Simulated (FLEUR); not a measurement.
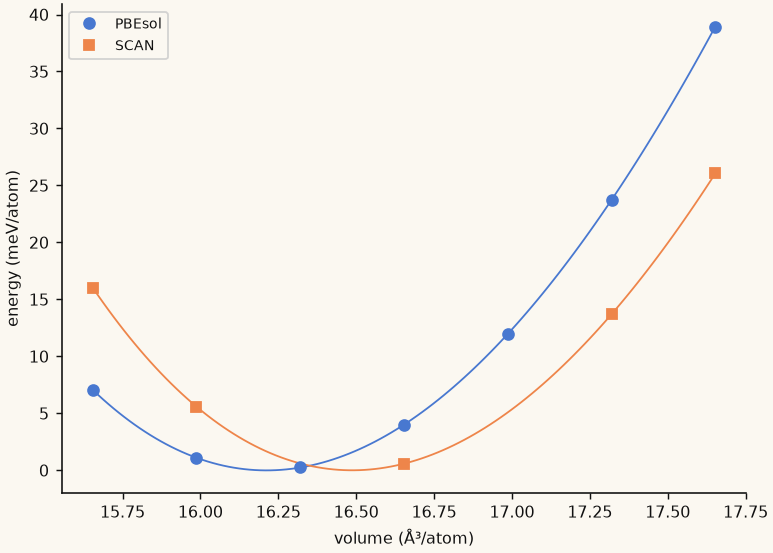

The picture above shows the energy against volume, with one curve for each functional, for TiAl (space group P-6m2).

Calculation (FLEUR MaX-R8.1 (later development tree)): all-electron LAPW DFT, no spin polarisation; energies at scaled volumes of the given cell, shape and fractions fixed, counted from the fit's minimum, third-order Birch-Murnaghan fit. All runs: no spin polarisation.

```csv
setting,value
k mesh,11×11×6
occupations,Fermi–Dirac
smearing width,0.05 eV
potentials,all electron
```

Order the curves by fitted equilibrium volume, smallest first.

PBEsol 16.212, SCAN 16.487 Å³/atom.

Limits of the calculation: shape and atomic fractions are frozen while scaling, which makes layered, chain and framework solids too stiff.

The computed values:

PBEsol:
```json
{"volume (Å³/atom)": "15.65", "energy (meV/atom)": "7.07"}
{"volume (Å³/atom)": "15.99", "energy (meV/atom)": "1.11"}
{"volume (Å³/atom)": "16.32", "energy (meV/atom)": "0.25"}
{"volume (Å³/atom)": "16.65", "energy (meV/atom)": "4.01"}
{"volume (Å³/atom)": "16.99", "energy (meV/atom)": "11.96"}
{"volume (Å³/atom)": "17.32", "energy (meV/atom)": "23.72"}
{"volume (Å³/atom)": "17.65", "energy (meV/atom)": "38.92"}
```

SCAN:
```json
{"volume (Å³/atom)": "15.65", "energy (meV/atom)": "16.04"}
{"volume (Å³/atom)": "15.99", "energy (meV/atom)": "5.59"}
{"volume (Å³/atom)": "16.65", "energy (meV/atom)": "0.58"}
{"volume (Å³/atom)": "17.32", "energy (meV/atom)": "13.69"}
{"volume (Å³/atom)": "17.65", "energy (meV/atom)": "26.05"}
```
